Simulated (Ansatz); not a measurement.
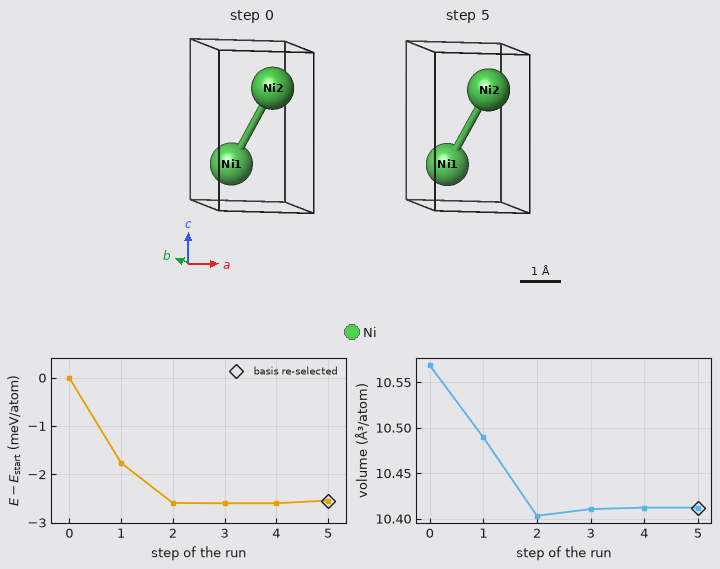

First and last geometry of a relaxation of crystalline Ni (set up in P6_3/mmc), with the history of the run. A ball-and-stick model of the cell of the calculation, seen slightly off an axis.

Method: Ansatz 0.2.0, DFT PBEsol, scalar-relativistic, plane waves, PAW.

Input
```yaml
crystal:
  lattice:
    - [2.4480228978, 0.0, 0.0]
    - [-1.2240114489, 2.1200500186, 0.0]
    - [0.0, 0.0, 4.07280757]
  atoms:
    - { symbol: Ni, position: [0.33333333, 0.66666667, 0.25], spin: 0.71 }
    - { symbol: Ni, position: [0.66666667, 0.33333333, 0.75], spin: 0.71 }
basis:
  ecutwfc: 420
kpoints:
  mp_grid: { grid: [21, 21, 10] }
hamiltonian:
  xc: pbesol
scf:
  occupations: { method: gaussian, width: 0.1 }
output:
  forces: true
  stress: true
  eigenvalues: true
  populations: true
magnetization:
  spin_polarized: true
relax:
  adjacent_minimum: "off"
  f_tol: 0.005
  max_steps: 80
  cell: { stress_tol: 0.05 }
```

Q: Read the history and describe the run.

A: It converged. No atom moves by more than 0.005 Å relative to the cell. Cell: a = b 2.448 → 2.447 Å (−0.1 %), c 4.073 → 4.017 Å (−1.4 %). Volume −1.5 %. Some distances before and after: Ni1–Ni2 2.479 → 2.456 Å. The space group stays P6_3/mmc (No. 194). After 4 accepted moves (5 points after the start) the energy has fallen by 2.5 meV per atom. All forces vanish by symmetry, so only the cell relaxes. Pressure: −3.27 GPa at the start and 0.01 GPa at the end. At 1 point the geometry stayed and the basis and grid were re-selected for the new cell (energy shift of 0.1 meV per atom at most each time). The run took of the order of 120 core-seconds on a shared host.
